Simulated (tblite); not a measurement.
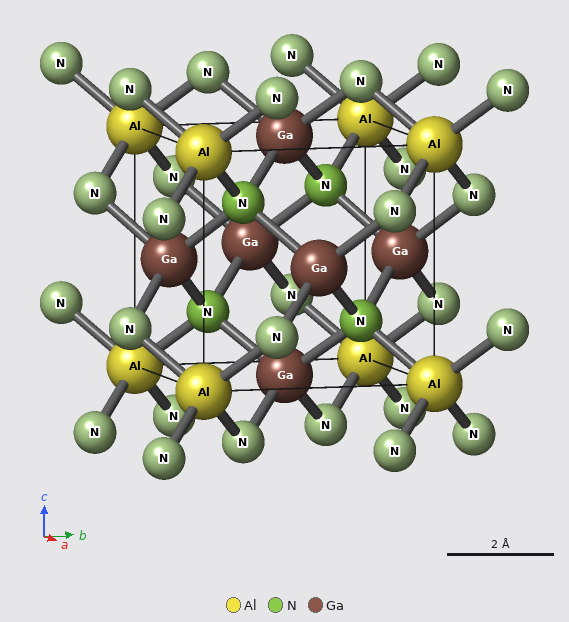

Figure 1. The structure as given in the input (ball-and-stick view of the cell of the calculation, seen slightly off an axis; neighbours outside the cell are drawn fainter).

# Single-point calculation, with input and output: AlGa$_{3}$N$_{4}$

- system: AlGa$_{3}$N$_{4}$ (P-43m, 8 atoms in the cell)
- method: GFN1-xTB tight binding on a periodic cluster of cells at the zone centre (tblite 0.8.0)

The structure was built on a prototype by a generator; it need not be a known phase. The geometry comes from this level: r2SCAN (a point of a series of volumes). It belongs to a series of runs on one base structure; here: volume +6%.

The input
```python
import json
from ase import Atoms
from ase.build import make_supercell
from ase.units import Bohr, GPa, Hartree
from tblite.interface import Calculator

atoms = Atoms(['Al', 'N', 'Ga', 'N', 'Ga', 'N', 'Ga', 'N'],
              cell=[[4.553045, -0.0, -0.0], [-0.0, 4.553045, 0.0], [-0.0, 0.0, 4.553045]],
              scaled_positions=[[-0.0, -0.0, 0.0], [0.244659, 0.244659, 0.244659], [0.5, 0.5, 0.0], [0.755341, 0.755341, 0.244659], [0.5, -0.0, 0.5], [0.755341, 0.244659, 0.755341], [-0.0, 0.5, 0.5], [0.244659, 0.755341, 0.755341]],
              pbc=True)
cluster = make_supercell(atoms, [[2, 0, 0], [0, 2, 0], [0, 0, 2]])
calc = Calculator('GFN1-xTB', cluster.numbers, cluster.positions / Bohr, lattice=cluster.cell[:] / Bohr, periodic=cluster.pbc)
calc.set('temperature', 0.02 / Hartree)
calc.set('max-iter', 150)
res = calc.singlepoint()
levels = res.get('orbital-energies') * Hartree
nv = round(res.get('orbital-occupations').sum() / 2)
cells = len(cluster) // len(atoms)
out = {'energy_per_cell': res.get('energy') * Hartree / cells, 'homo': levels[nv - 1], 'lumo': levels[nv],
       'stress': (-res.get('virial') * Hartree / cluster.get_volume() / GPa).tolist(), 'charges': res.get('charges')[:len(atoms)].tolist(), 'electrons': 2 * nv / cells}
json.dump(out, open('results.json', 'w'))
for key, value in out.items():
    print(key, value)
```

Run as:
```bash
python run.py
```

The program's output
```
------------------------------------------------------------
  cycle        total energy    energy error   density error
------------------------------------------------------------
      1     -121.8056911575  -1.2181580E+02   9.6794128E-01
      2     -94.54715277619   2.7258538E+01   1.1185608E+00
      3     -138.3524213222  -4.3805269E+01   4.6515772E-01
      4     -144.2384746128  -5.8860533E+00   1.3056345E-01
      5     -144.5540031356  -3.1552852E-01   2.8342375E-02
      6     -144.5519782171   2.0249185E-03   1.6083320E-02
      7     -144.5619466554  -9.9684382E-03   5.3929146E-03
      8     -144.5634458825  -1.4992272E-03   1.8780922E-03
      9     -144.5634580336  -1.2151032E-05   1.5586493E-03
     10     -144.5634606438  -2.6101819E-06   6.8865359E-04
     11     -144.5634834014  -2.2757633E-05   1.1351287E-04
     12     -144.5634834412  -3.9835356E-08   4.3338145E-05
     13     -144.5634834691  -2.7826076E-08   7.2601114E-06
------------------------------------------------------------

 total:                                   4.304 sec
energy_per_cell -491.72159421294594
homo -12.088534729830345
lumo -11.306527520838346
stress [[8.155540415642365, -3.510568171275507e-06, -3.5105740591347984e-06], [-3.5105681710509293e-06, 8.155540415560788, -3.51080567079757e-06], [-3.5105740588310702e-06, -3.510805671286477e-06, 8.155540415476567]]
charges [0.3884408878984923, -0.38144713143722564, 0.37909513470662826, -0.3814545704868, 0.3790951347755067, -0.38145457043199005, 0.3790951347887941, -0.38145457043971587]
electrons 32.0
```

Key numbers

- outcome: converged
- space group (tolerance 0.01 Å): P-43m (215)
- electrons treated: 32
- total energy: −491.7216 eV
- band gap: 0.78 eV
- pressure: 8.16 GPa
- hardware: 1 thread of Arm Neoverse V2, 24 GiB of memory available, shared host
- wall time: 4.8 s
- peak memory: 0.12 GiB
